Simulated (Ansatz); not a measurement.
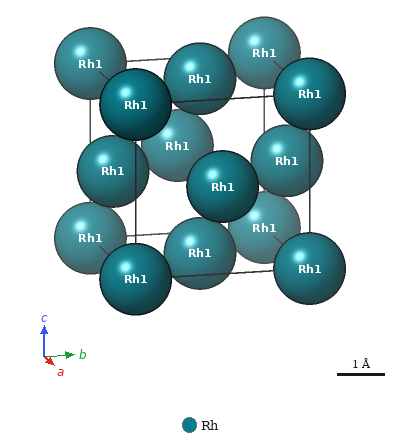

**Figure 1.** The structure as given in the input (spheres-only view of the cell 4 times as large as that of the calculation, set on its symmetry axes, seen slightly off an axis; atoms are numbered from 1 in the order of the input). An atom can appear more than once, as a periodic image.

## Single-point calculation, with input and output: Rh

Rh (Fm-3m, 1 atom in the cell), computed with DFT r2SCAN, scalar-relativistic, plane waves, PAW, no spin polarisation (Ansatz 0.2.0).

The structure derives from an entry of the Crystallography Open Database. Figures and captions count atoms from 1; the log counts them from 0 in places.

Input file
```yaml
crystal:
  lattice:
    - [0.0, 1.9149890286, 1.9149890286]
    - [1.9149890286, 0.0, 1.9149890286]
    - [1.9149890286, 1.9149890286, 0.0]
  atoms:
    - { symbol: Rh, position: [0.0, 0.0, 0.0] }
basis:
  ecutwfc: 500
kpoints:
  mp_grid: { grid: [18, 18, 18] }
  band_path:
    path:
      - [[0.0, 0.0, 0.0], [0.5, 0.0, 0.5], [0.625, 0.25, 0.625]]
      - [[0.375, 0.375, 0.75], [0.0, 0.0, 0.0], [0.5, 0.5, 0.5], [0.5, 0.25, 0.75], [0.5, 0.0, 0.5]]
    npoints: 14
hamiltonian:
  xc: r2scan
scf:
  occupations: { method: gaussian, width: 0.1 }
  n_extra_bands: 6
output:
  forces: true
  stress: true
  eigenvalues: true
  populations: true
  dos: { projected: true, de: 0.02, nscf_kmesh: { grid: [27, 27, 27] } }
  bader: true
  write_density: true
  write_potential: true
  elf: true
  volumetric_format: npy
```

Run as:
```bash
ansatz run input.yaml --threads 1 --pin off --max-ram 2560MiB --backend cpu --events-out ev --progress --plain --runs-dir out
```

The program's output
```
scf.n_extra_bands = 6 over 9 filled bands (N_el = 17.0): the run solves 15 bands
Engine: ansatz 0.2.0, aarch64-unknown-linux-gnu
Pseudopotentials: kind: paw
Pseudopotential: Rh, paw, valence charge 17, recommended cutoff 500 eV (meta_gga), Rh.paw.azcp
Functional definition: r2SCAN
  parameter k0 = 0.174
  parameter k1 = 0.065
  parameter a1 = 4.9479
  exchange = r2scan_x(k0 = k0, k1 = k1, a1 = a1)
  correlation = r2scan_c
Crystal: 1 atoms, lattice volume = 14.045 Å³
Basis set: ecut = 500 eV, 339 PW (Γ), exchange–correlation on 80×80×80 points (64 copies of the dense FFT grid, shifted against one another)
Bands: 15, of which v1, the nominal top of the filled ones, is band 9 counted from 1 (8 counted from 0)
Symmetry: 48 space group operations
Space group: Fm-3m (ITA 225), of the structure as read, at distance tolerance 2.4e-5 Å
k-points: 195 of 5832
Non-local potential: Rh, projectors of the file, l = 0: 3, l = 1: 2, l = 2: 2, l = 3: 1
PAW form: soft (Blöchl's): semilocal exchange-correlation on the pseudo side does not see the compensation charge
PAW frozen core: Rh, regenerated for the run's functional (the file was generated under x = pbe(κ = 0.804, μ = 0.2195149727645171), c = pbe(β = 0.06672455060314922))
PAW one-centre angular grid: Rh, 590 points (default); XC on 160 Gauss nodes
Initial density: superposition of atomic densities (neutral atoms: chi_scale 0, normalization atom), corrected by the library's trained network
Initial wavefunctions: pseudopotential atomic-orbital guess
Functional: x = r2scan, c = r2scan; τ floored in thin density (d = 2e-4 eV/Å³)
SCF iter   1: F=—  HF=-6415.258432 eV  |F-HF|=—  |Δ(HF+E_count)|=         —  Δρ=1.01e-2  dr2=3.81e-3  dr2_τ=9.18e-3  ethr=1.77e-3  ⟨swp⟩=5.7  Hψ=16253  notcnv=0  defer=58
preconditioner: auto → none  [metal: Δε(μ)=0.017 eV  Ē_g=18.654 eV  σ=0.100 eV  W_gap=0.09  n_scr=0 (ndim 8)  ℏωp=29.7 eV  f_vac=0.000  D(μ)=1.42/eV (n_scr^D=14)]
SCF iter   2: F=—  HF=-6415.268778 eV  |F-HF|=—  |Δ(HF+E_count)|=   1.03e-2  Δρ=5.45e-3  dr2=1.16e-3  dr2_τ=1.93e-4  ethr=2.24e-5  ⟨swp⟩=2.1  Hψ=6346  notcnv=0  defer=268
SCF iter   3: F=—  HF=-6415.269151 eV  |F-HF|=—  |Δ(HF+E_count)|=   3.73e-4  Δρ=4.79e-4  dr2=1.25e-5  dr2_τ=8.45e-6  ethr=6.81e-6  ⟨swp⟩=2.6  Hψ=4475  notcnv=0  defer=268
SCF iter   4: F=—  HF=-6415.269168 eV  |F-HF|=—  |Δ(HF+E_count)|=   1.74e-5  Δρ=1.02e-4  dr2=7.38e-7  dr2_τ=1.00e-7  ethr=7.35e-8  ⟨swp⟩=2.2  Hψ=3770  notcnv=0  defer=268
SCF iter   5: F=—  HF=-6415.269170 eV  |F-HF|=—  |Δ(HF+E_count)|=   1.70e-6  Δρ=4.70e-5  dr2=2.28e-7  dr2_τ=2.01e-8  ethr=4.34e-9  ⟨swp⟩=2.0  Hψ=3594  notcnv=0  defer=268
SCF iter   6: F=-6415.269170 eV  HF=-6415.269170 eV  |F-HF|=1.88e-8  |Δ(HF+E_count)|=   2.57e-8  Δρ=1.06e-5  dr2=8.81e-9  dr2_τ=8.62e-10  ethr=5.88e-10  ⟨swp⟩=11.8  Hψ=18091  notcnv=0
SCF 1 converged in 6 iterations: F = -6415.269170 eV  dr2 = 8.81e-9
  greatest PAW one-centre occupation: 1.000 electrons in one spin orbital (limit 2), on the Rh atom at site 0 (counted from 0), in its partial waves of l = 0
```

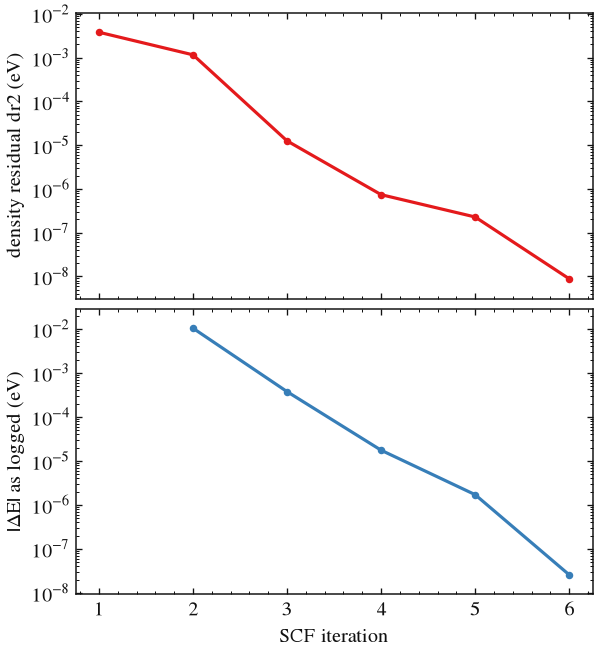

**Figure 2.** Convergence of the self-consistent field: density residual dr2 and size of the energy change against the SCF iteration. The residual falls at every step.

```
NSCF: frozen V_eff on 86 k-points
NSCF: frozen V_eff on 560 k-points
SCF converged after 6 iterations
Free energy (F): -6415.269170 eV
Harris-Foulkes:  -6415.269170 eV  (|F-HF|=1.88e-8)
Internal energy: -6415.262068 eV  (E = F + TS)
E sigma→0 (E₀):  -6415.265619 eV
Entropy (-TS):   -0.007101 eV (-7.101 meV/atom)
Fermi energy:    21.601602 eV
--- Per-component energies (eV) ---
  E_band       = -111.462363
  E_kinetic    = 572.374570
  E_local      = -1590.066264  (includes V_loc(G=0)·N_el)
  E_nonlocal   = 355.328088
  E_hartree    = 559.003374
  E_xc         = -216.511775
  E_vxc        = -313.684054  (∫ρ·V_xc dr)
  E_paw        = -3604.158939  (= ΣΔE_a)
  E_vpaw       = -274.653009  (= ΣTr[D̂ρ^β])
  E_aug_tail   = 0.000661  (compensation charges beyond the density's cutoff)
  E_vtau       = 21.228969  (kinetic-family band-sum trace: ∫τ·v_τ [+ j·A + Jᵃ·Aᵃ] dr)
  E_ewald      = -2490.861824
  E_core_change = -0.369959  (= ΣΔE_core)
  E_smearing   = -0.007101  (= −TS)
  E_closure    = 0.000000  (closes the sum)
  Σ components = -6415.269170   (vs F -6415.269170, Δ=0.00e0)
--- Forces (eV/Å), atoms counted from 1 ---
  atom   1  Rh    -0.00000000     0.00000000     0.00000000
  max |Σ_I F_I| component: 1.23e-31 eV/Å
--- Stress (GPa, compression-positive) ---
       -6.284043       0.000000       0.000000
       -0.000000      -6.284043       0.000000
        0.000000       0.000000      -6.284043
  P = ⅓ Tr σ = -6.2840 GPa (-62.840 kbar)
--- Band table (eV; the first three rows and the last of 195) ---
  k-point 0: bands = ["-59.4822", "-26.1477", "-26.1477", "-26.1477", "13.6095", "18.5314", "18.5314", "18.5314", "20.5519", "20.5519", "38.0963", "43.6178", "43.6178", "43.6178", "49.8303"]
  k-point 1: bands = ["-59.4789", "-26.1701", "-26.1507", "-26.1507", "13.7369", "18.4759", "18.5808", "18.5808", "20.5250", "20.5250", "38.2738", "42.9508", "43.7976", "43.7976", "50.5486"]
  k-point 2: bands = ["-59.4692", "-26.2344", "-26.1594", "-26.1594", "14.1022", "18.3374", "18.7092", "18.7092", "20.4684", "20.4684", "38.7458", "41.5237", "44.3201", "44.3201", "50.9523"]
  k-point 194: bands = ["-59.3331", "-26.6578", "-26.5859", "-26.4195", "16.5182", "17.3548", "18.2846", "20.4326", "22.6047", "30.7535", "32.2987", "33.2810", "34.6741", "47.2524", "48.5790"]
--- Löwdin populations: 1 site ---
  site symbol       q [e]
     0     Rh     16.9027
  spilling = 0.005721 (of n_electrons = 17.000000)
--- Bader charges: 1 site ---
  site symbol  charge [e]  shift [e]
     0     Rh      0.0000     0.0000
  estimated error of the sums over rays = 6.3e-7 e
```

File bader_charges.tsv
```
# site	symbol	x_ang	y_ang	z_ang	partial_charge_e	electrons	volume_ang3	relative_density_drop	shared_charge_e	partial_wave_shift_e
# quadrature_error_electrons = 6.3e-7
0	Rh	0.0000	0.0000	0.0000	0.00000	45.00000	14.05	-	0.00000	0.00000
```

File populations.tsv
```
# site	symbol	l	j	q
# orbitals = lowdin
# n_electrons = 17.000000
# spilling = 0.005721
0	Rh	0_4S	-	1.988587
0	Rh	0_5S	-	0.768719
0	Rh	1_4P	-	5.994389
0	Rh	2_4D	-	8.151046
```

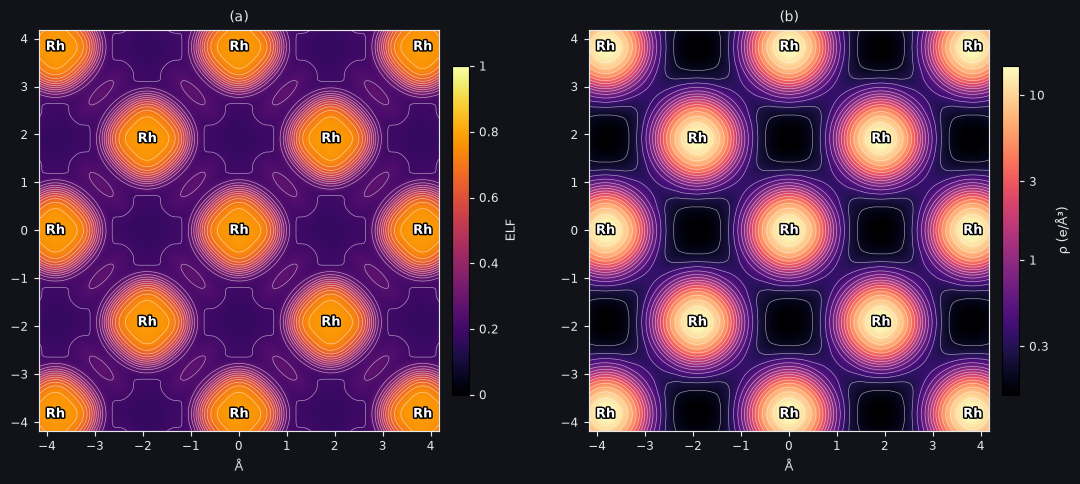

**Figure 3.** (a) electron localisation function; (b) valence pseudo-density on the (100) plane of the conventional cell. The section cuts through Rh sites. Rh–Rh (2.71 Å): the density is about 0.34 e/Å³ at the midpoint; the ELF is about 0.25 at the midpoint; no localised pair between them. Away from the nuclei the density in this plane falls to 0.15 e/Å³ at its lowest. The strong features right at Rh lie inside the PAW spheres (semicore, d or f shells) and say nothing about bonding. Core electrons are frozen (PAW), so the fields are smoothed inside the atomic spheres.

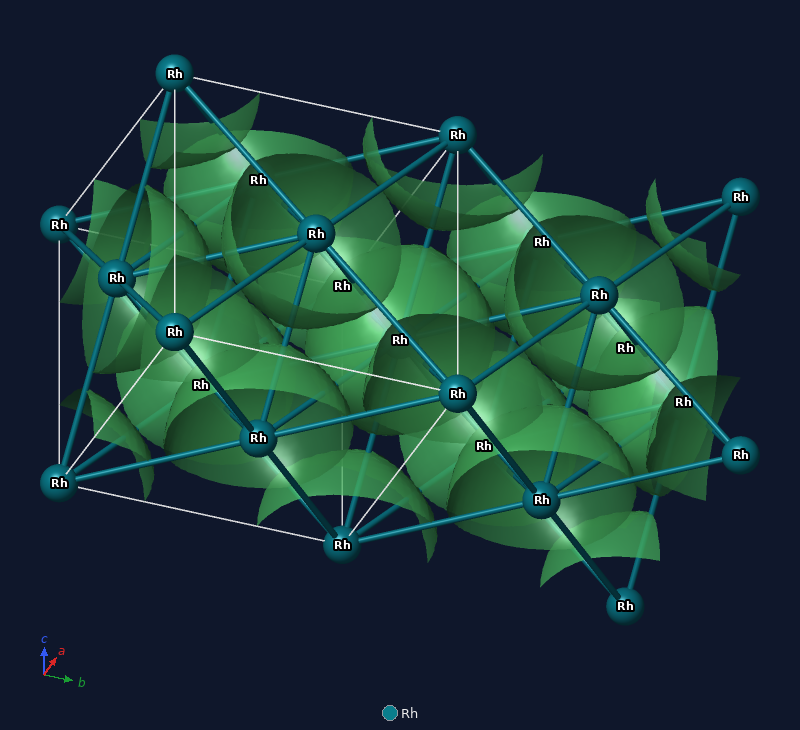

**Figure 4.** Isosurface of the valence electron density at 0.4 e/Å³ (green), seen at an oblique angle. Sticks mark near contacts. The outline is the cell set on symmetry axes. At this value the density breaks into separate islands; it holds about 90 % of the electrons treated as valence (semicore included). It is pinched off along the Rh–Rh (2.71 Å) contacts. On the grid the lowest density along these lines, outside the cores, is 0.34 e/Å³ (Rh–Rh, 2.71 Å).

Key numbers

| quantity | value |
| --- | --- |
| outcome | converged |
| space group (tolerance 0.01 Å) | Fm-3m (225) |
| electrons treated | 17 |
| free energy | −6415.2692 eV |
| Fermi energy | 21.602 eV |
| gap on the k-point mesh | none (metallic) |
| pressure | −6.28 GPa |
| largest force (length of the vector) | under 0.001 eV/Å |
| hardware | 1 thread of Arm Neoverse V1, 24 GiB of memory available, shared host |
| wall time | 19 s |
| peak memory | 0.35 GiB |

Notes

The cell is under a tension of 6.3 GPa at this level, so it is not at its equilibrium volume.
